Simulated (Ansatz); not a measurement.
**Geometry relaxation, with input and output: Ni₂Si (part 2 of 2)**

The same run, continued: Ni₂Si (Pnma, 12 atoms in the cell); DFT PBEsol, scalar-relativistic, plane waves, PAW (Ansatz 0.2.0); cutoff 420 eV, 8×10×6 k-mesh, Gaussian smearing of 0.1 eV. The structure derives from an entry of the Crystallography Open Database. The run did not end well. It belongs to a series of runs on one base structure; here: volume × 1.06, shape and atoms relaxed.

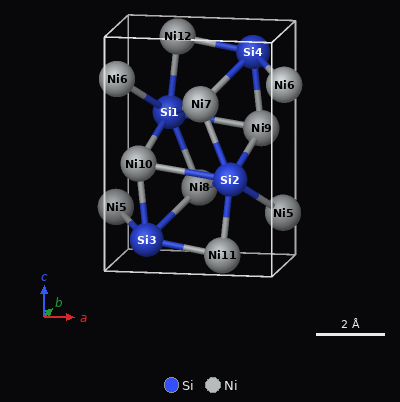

**Figure 1.** The geometry at step 3 of the log (ball-and-stick view of the cell of the calculation, seen slightly off an axis; atoms are numbered from 1 in the order of the input).

### Output, continued
```
--- Stress (GPa, compression-positive) ---
      -10.889609      -0.000000       0.000000
       -0.000000     -10.634767      -0.000000
        0.000000      -0.000000     -10.761088
  P = ⅓ Tr σ = -10.7618 GPa (-107.618 kbar)
--- Band table (eV; the first three rows and the last of 120) ---
  k-point 0: bands = ["-86.7603", "-86.7599", "-86.7557", "-86.7557", "-86.6071", "-86.6068", "-86.6018", "-86.6018", "-47.3793", "-47.3773", "-47.3750", "-47.3716", "-47.3340", "-47.3257", "-47.3085", "-47.3018", "-47.2758", "-47.2734", "-47.2496", "-47.2479", "-47.2300", "-47.2291", "-47.2283", "-47.2276", "-47.1682", "-47.1655", "-47.1328", "-47.1326", "-47.1120", "-47.1063", "-47.0854", "-47.0847", "4.0079", "6.5675", "6.5809", "8.2806", "9.9015", "10.3963", "11.1542", "11.5613", "11.8204", "11.8712", "12.1871", "12.2172", "12.3889", "12.4672", "12.6029", "12.8137", "13.1332", "13.1781", "13.2544", "13.3389", "13.3787", "13.3971", "13.8199", "13.9067", "13.9188", "14.0915", "14.0919", "14.2425", "14.3603", "14.4466", "14.5752", "14.5900", "14.6366", "14.6405", "14.6407", "14.7335", "14.8746", "14.8772", "14.9013", "15.0893", "15.1569", "15.1736", "15.2822", "15.3673", "15.5083", "15.5422", "15.8512", "16.1915", "17.0527", "17.2571", "18.3579", "18.6489", "18.9338", "19.3389", "20.0300", "20.0574", "20.5247", "20.8970", "21.4408", "21.5551", "22.5100", "22.6674", "22.7393", "23.9762"]
  k-point 1: bands = ["-86.7603", "-86.7600", "-86.7557", "-86.7557", "-86.6071", "-86.6068", "-86.6018", "-86.6018", "-47.3792", "-47.3776", "-47.3746", "-47.3718", "-47.3336", "-47.3264", "-47.3079", "-47.3021", "-47.2757", "-47.2735", "-47.2495", "-47.2480", "-47.2300", "-47.2292", "-47.2282", "-47.2277", "-47.1680", "-47.1657", "-47.1328", "-47.1326", "-47.1116", "-47.1067", "-47.0853", "-47.0847", "4.0874", "5.8669", "7.2805", "8.2916", "9.9439", "10.4449", "10.9704", "11.5005", "11.7325", "11.8998", "12.2262", "12.3553", "12.4002", "12.4267", "12.5760", "12.8521", "13.1010", "13.1467", "13.1584", "13.2819", "13.4504", "13.5172", "13.7755", "13.8639", "13.8827", "13.9798", "14.2471", "14.2836", "14.2842", "14.3943", "14.5539", "14.6248", "14.6492", "14.7258", "14.7300", "14.7577", "14.8487", "14.9056", "14.9260", "15.1078", "15.1531", "15.1921", "15.2917", "15.3379", "15.4987", "15.7179", "15.7835", "16.1517", "17.0099", "17.2068", "17.6934", "18.2461", "19.6685", "19.9879", "19.9958", "20.0085", "20.3877", "20.9086", "21.2038", "21.8375", "22.5454", "22.7493", "22.7547", "23.9477"]
  k-point 2: bands = ["-86.7602", "-86.7600", "-86.7557", "-86.7557", "-86.6070", "-86.6069", "-86.6018", "-86.6018", "-47.3790", "-47.3782", "-47.3737", "-47.3722", "-47.3323", "-47.3283", "-47.3063", "-47.3031", "-47.2753", "-47.2740", "-47.2491", "-47.2483", "-47.2299", "-47.2294", "-47.2281", "-47.2277", "-47.1675", "-47.1662", "-47.1327", "-47.1326", "-47.1106", "-47.1077", "-47.0852", "-47.0849", "4.3237", "5.2319", "7.8638", "8.2958", "10.0612", "10.6132", "10.6287", "11.2884", "11.7045", "11.9822", "12.0934", "12.2588", "12.5287", "12.5375", "12.6184", "12.8978", "12.9715", "13.0618", "13.1037", "13.2113", "13.5236", "13.6871", "13.7250", "13.8184", "13.8621", "13.9518", "14.2818", "14.2925", "14.3441", "14.3479", "14.5365", "14.5789", "14.6839", "14.7202", "14.7994", "14.8492", "14.8599", "14.9719", "14.9991", "15.1203", "15.1924", "15.1975", "15.2986", "15.4640", "15.4923", "15.6076", "16.0839", "16.1118", "16.3233", "17.4329", "17.5450", "17.7258", "19.5597", "19.6651", "20.3011", "20.5537", "20.6023", "20.9264", "21.3719", "22.5255", "22.6667", "22.7166", "23.1215", "23.4643"]
  k-point 119: bands = ["-86.7578", "-86.7578", "-86.7578", "-86.7578", "-86.6045", "-86.6045", "-86.6045", "-86.6045", "-47.3762", "-47.3762", "-47.3762", "-47.3762", "-47.3205", "-47.3205", "-47.3205", "-47.3205", "-47.2671", "-47.2671", "-47.2671", "-47.2671", "-47.2215", "-47.2215", "-47.2215", "-47.2215", "-47.1473", "-47.1473", "-47.1473", "-47.1473", "-47.0992", "-47.0992", "-47.0992", "-47.0992", "7.4133", "7.4133", "7.4133", "7.4133", "9.4996", "9.4996", "9.4996", "9.4996", "12.1606", "12.1606", "12.1606", "12.1606", "12.6021", "12.6021", "12.6021", "12.6021", "13.1512", "13.1512", "13.1512", "13.1512", "13.5762", "13.5762", "13.5762", "13.5762", "13.9350", "13.9350", "13.9350", "13.9350", "14.3353", "14.3353", "14.3353", "14.3353", "14.5534", "14.5534", "14.5534", "14.5534", "14.7878", "14.7878", "14.7878", "14.7878", "15.0667", "15.0667", "15.0667", "15.0667", "15.7367", "15.7367", "15.7367", "15.7367", "16.9421", "16.9421", "16.9421", "16.9421", "18.9724", "18.9724", "18.9724", "18.9724", "21.4805", "21.4805", "21.4805", "21.4805", "22.9933", "22.9933", "22.9933", "22.9933"]
End of that report.
Error: SIGTERM received: cancelled by the caller after 1 completed SCF iterations
```

### Trajectory as extended XYZ (Å, eV, eV/Å), 4 frames, from step=1 to step=4
```
12
Lattice="5.0460 0.0000 0.0000 0.0000 3.7551 0.0000 0.0000 0.0000 7.1267" Properties=species:S:1:pos:R:3:forces:R:3 step=1 energy=-48932.99257 pressure_GPa=-11.22
Si    1.4522    2.8164    4.3795   -0.0429   0.0000  -0.0026
Si    3.5937    0.9388    2.7472    0.0429   0.0000   0.0026
Si    1.0707    0.9388    0.8161    0.0429   0.0000  -0.0026
Si    3.9752    2.8164    6.3106   -0.0429   0.0000   0.0026
Ni    4.8389    2.8164    1.4602    0.0216   0.0000  -0.0567
Ni    0.2071    0.9388    5.6665   -0.0216   0.0000   0.0567
Ni    2.7301    0.9388    5.0236   -0.0216   0.0000  -0.0567
Ni    2.3159    2.8164    2.1031    0.0216   0.0000   0.0567
Ni    4.1885    2.8164    3.9913    0.0066   0.0000   0.0036
Ni    0.8575    0.9388    3.1354   -0.0066   0.0000  -0.0036
Ni    3.3804    0.9388    0.4280   -0.0066   0.0000   0.0036
Ni    1.6655    2.8164    6.6987    0.0066   0.0000  -0.0036
12
Lattice="5.0509 0.0000 0.0000 0.0000 3.7527 0.0000 0.0000 0.0000 7.1245" Properties=species:S:1:pos:R:3:forces:R:3 step=2 energy=-48932.99435 pressure_GPa=-11.14
Si    1.4500    2.8145    4.3787   -0.0389   0.0000   0.0011
Si    3.6009    0.9382    2.7458    0.0389   0.0000  -0.0011
Si    1.0754    0.9382    0.8164    0.0389   0.0000   0.0011
Si    3.9755    2.8145    6.3081   -0.0389   0.0000  -0.0011
Ni    4.8462    2.8145    1.4564    0.0132   0.0000  -0.0408
Ni    0.2047    0.9382    5.6681   -0.0132   0.0000   0.0408
Ni    2.7302    0.9382    5.0187   -0.0132   0.0000  -0.0408
Ni    2.3207    2.8145    2.1058    0.0132   0.0000   0.0408
Ni    4.1927    2.8145    3.9903    0.0124   0.0000   0.0045
Ni    0.8582    0.9382    3.1342   -0.0124   0.0000  -0.0045
Ni    3.3836    0.9382    0.4280   -0.0124   0.0000   0.0045
Ni    1.6672    2.8145    6.6965    0.0124   0.0000  -0.0045
12
Lattice="5.0780 0.0000 0.0000 0.0000 3.7468 0.0000 0.0000 0.0000 7.0976" Properties=species:S:1:pos:R:3:forces:R:3 step=3 energy=-48932.99778 pressure_GPa=-10.72
Si    1.4352    2.8101    4.3681    0.0242   0.0000  -0.0153
Si    3.6428    0.9367    2.7294   -0.0242   0.0000   0.0153
Si    1.1038    0.9367    0.8193   -0.0242   0.0000  -0.0153
Si    3.9742    2.8101    6.2782    0.0242   0.0000   0.0153
Ni    4.8800    2.8101    1.4358   -0.0001   0.0000  -0.0096
Ni    0.1980    0.9367    5.6617    0.0001   0.0000   0.0096
Ni    2.7369    0.9367    4.9846    0.0001   0.0000  -0.0096
Ni    2.3410    2.8101    2.1130   -0.0001   0.0000   0.0096
Ni    4.2209    2.8101    3.9773   -0.0067   0.0000  -0.0208
Ni    0.8570    0.9367    3.1203    0.0067   0.0000   0.0208
Ni    3.3960    0.9367    0.4285    0.0067   0.0000  -0.0208
Ni    1.6820    2.8101    6.6691   -0.0067   0.0000   0.0208
12
Lattice="5.0838 0.0000 0.0000 0.0000 3.7395 0.0000 0.0000 0.0000 7.1033" Properties=species:S:1:pos:R:3:forces:R:3 step=4 energy=-48932.99809 pressure_GPa=-10.71
Si    1.4415    2.8046    4.3724   -0.0072   0.0000  -0.0006
Si    3.6423    0.9349    2.7308    0.0072   0.0000   0.0006
Si    1.1004    0.9349    0.8208    0.0072   0.0000  -0.0006
Si    3.9834    2.8046    6.2825   -0.0072   0.0000   0.0006
Ni    4.8821    2.8046    1.4357    0.0008   0.0000  -0.0014
Ni    0.2017    0.9349    5.6676   -0.0008   0.0000   0.0014
Ni    2.7436    0.9349    4.9873   -0.0008   0.0000  -0.0014
Ni    2.3402    2.8046    2.1160    0.0008   0.0000   0.0014
Ni    4.2290    2.8046    3.9777   -0.0054   0.0000   0.0067
Ni    0.8548    0.9349    3.1256    0.0054   0.0000  -0.0067
Ni    3.3967    0.9349    0.4261    0.0054   0.0000   0.0067
Ni    1.6871    2.8046    6.6772   -0.0054   0.0000  -0.0067
```

This output came from the following input.

### The input
```yaml
crystal:
  lattice:
    - [5.0459769302, 0.0, 0.0]
    - [0.0, 3.7551452249, 0.0]
    - [0.0, 0.0, 7.1267043476]
  atoms:
    - { symbol: Si, position: [0.2878021907, 0.75, 0.6145139461] }
    - { symbol: Si, position: [0.7121978093, 0.25, 0.3854860539] }
    - { symbol: Si, position: [0.2121978093, 0.25, 0.1145139461] }
    - { symbol: Si, position: [0.7878021907, 0.75, 0.8854860539] }
    - { symbol: Ni, position: [0.9589598008, 0.75, 0.2048932635] }
    - { symbol: Ni, position: [0.0410401992, 0.25, 0.7951067365] }
    - { symbol: Ni, position: [0.5410401992, 0.25, 0.7048932635] }
    - { symbol: Ni, position: [0.4589598008, 0.75, 0.2951067365] }
    - { symbol: Ni, position: [0.830070983, 0.75, 0.5600530378] }
    - { symbol: Ni, position: [0.169929017, 0.25, 0.4399469622] }
    - { symbol: Ni, position: [0.669929017, 0.25, 0.0600530378] }
    - { symbol: Ni, position: [0.330070983, 0.75, 0.9399469622] }
basis:
  ecutwfc: 420
kpoints:
  mp_grid: { grid: [8, 10, 6] }
hamiltonian:
  xc: pbesol
scf:
  occupations: { method: gaussian, width: 0.1 }
output:
  forces: true
  stress: true
  eigenvalues: true
  write_density: true
  write_potential: true
  elf: true
  volumetric_format: npy
relax:
  adjacent_minimum: "off"
  f_tol: 0.01
  max_steps: 30
  cell: { stress_tol: 0.1, fix: [volume] }
```

Command:
```bash
ansatz run input.yaml --threads 2 --pin off --max-ram 5120MiB --backend cpu --events-out ev --progress --plain --runs-dir out
```

### Outcome

```csv
quantity,value
outcome,stopped at the time limit
space group (tolerance 0.01 Å),Pnma (62)
final cell,"a = 5.084 Å, b = 3.739 Å, c = 7.103 Å, α = 90.00°, β = 90.00°, γ = 90.00°"
hardware,"2 threads of Intel Xeon @ 2.50GHz (Skylake/Cascade Lake), 32 GiB of memory available, shared host"
wall time,4 min (CPU time 8 min)
peak memory,1.3 GiB
```

### Diagnosis

The run was cut off by its time limit, so the output is incomplete.
